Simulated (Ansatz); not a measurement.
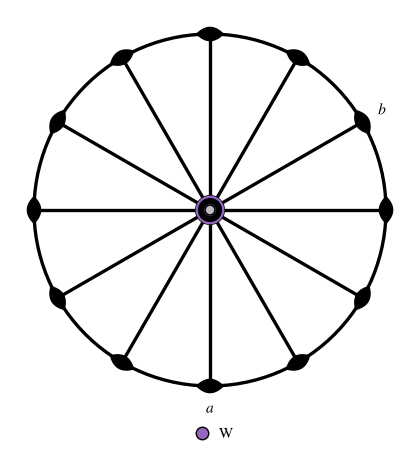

Crystal: W, the input geometry of an electronic-structure calculation (not necessarily at equilibrium); the starting structure was generated, so it need not be a known form of this composition. Directions from one tungsten atom at (0, 0, 0) to its bonded neighbours, in stereographic projection down c (filled: above the plane of the page or in it, open: below). All values are computed from the atomic coordinates in the standard setting (tolerance 0.002 Å).

Neighbours are counted up to 2.90 Å for W. The symmetry elements of the site are drawn in: heavy lines are mirror planes (a heavy rim: a mirror in the plane of the page); lens, triangle, square and hexagon are 2-, 3-, 4- and 6-fold axes, a lens in an open square is −4, a triangle in an open hexagon −6; thin dashed diameters join the ends of axes that lie in the page; a small open circle marks inversion.

```yaml
crystal:
  lattice:
    - [4.66592, 0.00000, 0.00000]
    - [-2.33296, 4.04081, 0.00000]
    - [0.00000, 0.00000, 2.59193]
  atoms:
    - { symbol: W, position: [0.00000, 0.00000, 0.00000] }
    - { symbol: W, position: [0.33333, 0.66667, 0.50000] }
    - { symbol: W, position: [0.66667, 0.33333, 0.50000] }
```

### How many neighbours are there, and at what angles?

2: 2 W at 2.59 Å. Angles between bonds: 180° (1×).

### What is the site's symmetry in the crystal?

Point group 6/mmm (D6h), order 24: one sixfold axis, six twofold axes, seven mirror planes, an inversion centre. In No. 191, P6/mmm this is Wyckoff position 1a.
